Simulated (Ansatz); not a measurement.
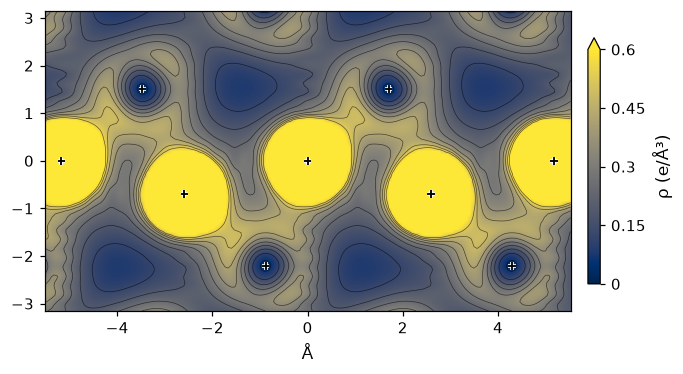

The valence charge density (pseudo) on a plane through atoms (crosses mark nuclei in the plane).

Level of theory: Ansatz, Kohn-Sham DFT of a periodic cell, PBE, Ansatz PAW.

Candidates:
A. SiNi, a = 5.17 Å, b = 3.34 Å, c = 5.60 Å, α = 90.00°, β = 90.00°, γ = 90.00°. Space group Pnma; the program warned that a starting moment wasn't kept; spin-polarised, but the moments vanished.
B. CoSi, a = 4.44 Å, b = 4.44 Å, c = 4.44 Å, α = 90.00°, β = 90.00°, γ = 90.00°. Space group P2₁3; the program warned that a starting moment wasn't kept; spin-polarised, but the moments vanished.

> Which candidate gave the map?

Candidate A: SiNi on the (010) plane of the conventional cell, which holds Ni and Si. Si–Ni (2.28 Å): ρ at the midpoint is about 0.5 e/Å³. Si–Ni (2.38 Å): the density is about 0.44 e/Å³ at the midpoint.
